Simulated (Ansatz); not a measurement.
```
Sn Se
1.0
     0.00000   -6.35272    0.00000
    -4.01339    0.00000    0.00000
     0.00000    0.00000   -6.52330
Sn Se
2 4
Cartesian
  -2.0067 -3.1764 0.0000
  0.0000 0.0000 0.0000
  0.0000 -4.2352 -4.9494
  -2.0067 -1.0588 -4.9494
  -2.0067 -5.2939 -1.5739
  0.0000 -2.1176 -1.5739
```

Space group C2/m; changed on purpose from its base cell (strain +0.0450 x Voigt [1, -1, 0, 0, 0, 0], atoms carried along).

The calculation used DFT r2SCAN, scalar-relativistic, plane waves, PAW (Ansatz).

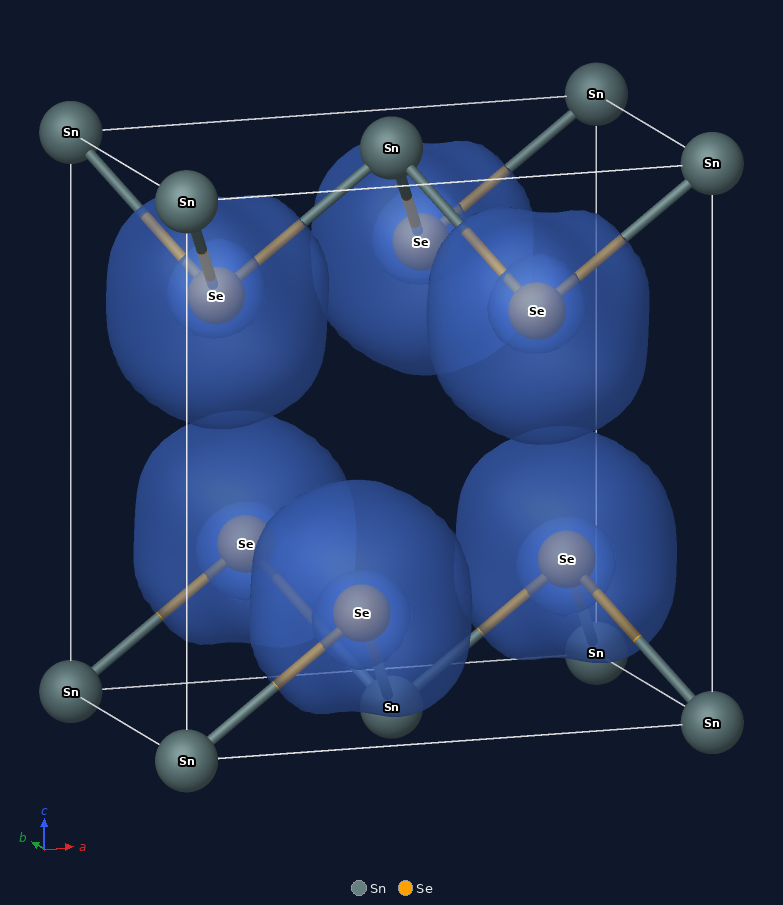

SnSe2. Isosurface of the ELF at 0.65 (blue), seen slightly off an axis. Core shells and regions of very low density are left out. Sticks mark near contacts.

> Identify the bonds, lone pairs and shells in this picture.

At this value the surface marks out four regions on Se in which the atom's valence shell and bonds are merged, counted in one cell of 6 atoms. Any copies at cell faces, edges or corners count once.

Values along the shortest contacts:
Sn–Se (2.64 Å): the ELF is about 0.65 at the midpoint. Sn–Se (2.76 Å): the ELF is about 0.60 at the midpoint.
